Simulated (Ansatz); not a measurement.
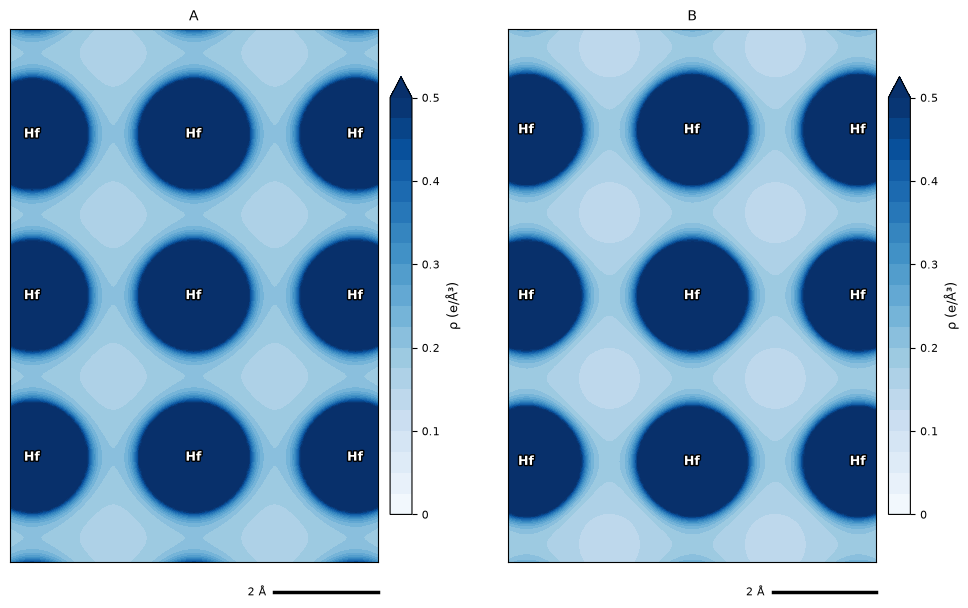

Hf. The valence pseudo-density of two cells that differ in size, on the (101) plane of each (indices in the axes of the calculation cell), at one length scale and on one colour scale: B has 23.2 Å³ an atom and A 21.4.

The calculation used Ansatz, Kohn-Sham DFT of a periodic cell, PBE0, Ansatz PAW.

In a PAW calculation such maps are meaningful between the atoms, not at the nuclei.

The larger cell:

```xyz
1
Lattice="0.0000 2.2635 2.2635 2.2635 0.0000 2.2635 2.2635 2.2635 0.0000" Properties=species:S:1:pos:R:3 pbc="T T T"
Hf    0.0000    0.0000    0.0000
```

The smaller cell: a = 3.118 Å, b = 3.118 Å, c = 3.118 Å, α = 60.00°, β = 60.00°, γ = 60.00°.

Question: What does the compression do to the bonding and the properties?

Answer: From the larger cell to the smaller, Hf–Hf goes from 3.20 to 3.12 Å, and the density at its midpoint from 0.19 to 0.2 e/Å³; the pressure goes from −1.6 to 6 GPa.
